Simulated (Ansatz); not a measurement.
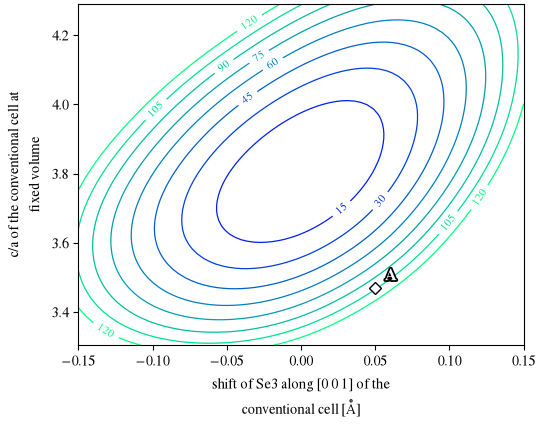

MoSe2 (P6_3/mmc, No. 194; 6 atoms in the cell). The energy is mapped over a free internal coordinate and the cell. The first coordinate is: shift of Se3 along [0 0 1] of the conventional cell, Cartesian (0 0 1), its symmetry partners moved as symmetry demands (measured in the relaxed cell); the second: c/a of the conventional cell at fixed volume. Nothing is relaxed (all other coordinates fixed). Grid: 7 × 7 points. Points are written as (first, second). All energies are given in meV/atom relative to the lowest grid point. The band gap closes in part of the range. Computed with Ansatz, DFT LDA+D3(BJ), scalar-relativistic, plane waves, PAW. Settings: cutoff 420 eV, k-mesh 12×12×4 in the order of the run's cell vectors, gaussian smearing 0.05 eV, no spin polarisation.

Drawn: contour lines labelled in meV/atom (none above 120), the point A. Between grid points the surface is interpolated.

Which way does the force act at A, and how strong is it?

A, at (0.05 Å, 3.468), is not a stationary point. The computed force is 1300 meV/atom for each Å towards smaller values of the first coordinate and 440 meV/atom for each unit towards larger values of the second coordinate.

PAW datasets: the set soft_1.
